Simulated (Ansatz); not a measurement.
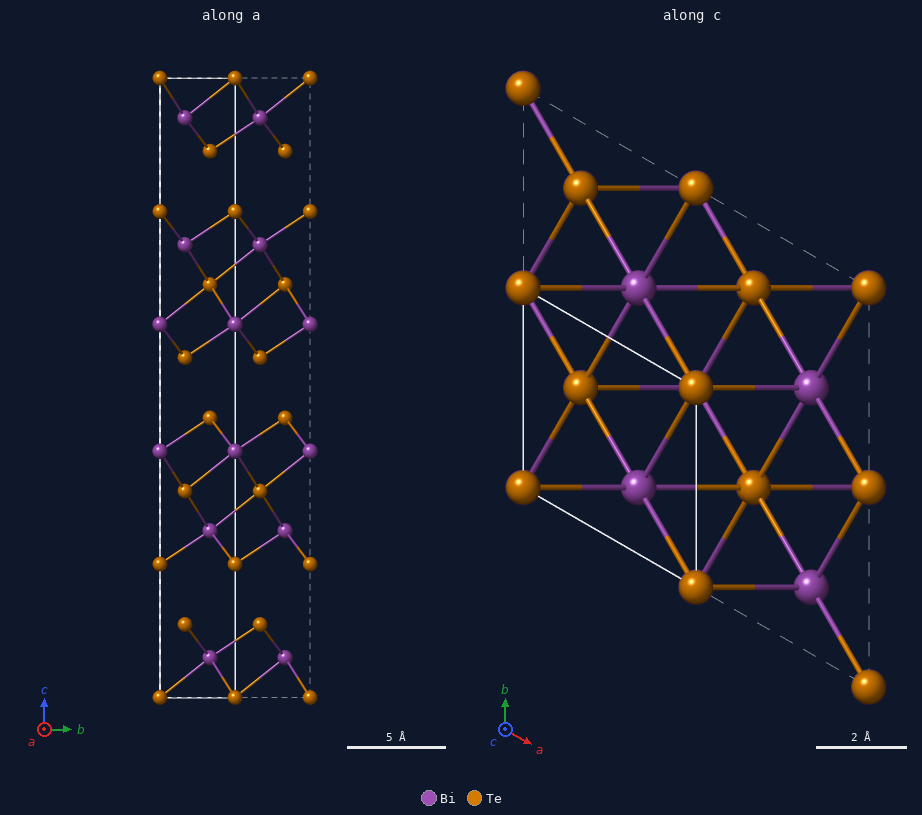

View along the a axis and along the c axis, drawn as a ball-and-stick model. One conventional unit cell is drawn solid; the view covers 2×2×1 cells.

Bi2Te3, space group R-3m (No. 166), a = 4.44 Å, b = 4.44 Å, c = 31.67 Å, α = 90.00°, β = 90.00°, γ = 120.00°.

Method: DFT, r2SCAN with spin-orbit coupling, plane waves, PAW in Ansatz; a kinetic-energy cutoff of 500 eV, k-points about 0.21 Å⁻¹ apart, Fermi-Dirac smearing of 0.02 eV, no moments seeded, so the run stays non-magnetic, spinor wavefunctions.

> Is it conducting or gapped at this level?

A semiconductor at this level, with a gap of 0.09 eV, indirect; the smallest direct gap is 0.13 eV.

> Which way would the volume go on relaxing?

The computed pressure is 0.4 GPa (compressed: it would expand).

It goes back to a structure type filled with these elements by a generator (whether the compound takes this form wasn't checked). The cell was then strained or its atoms displaced on purpose. It was the input of a calculation with Ansatz.
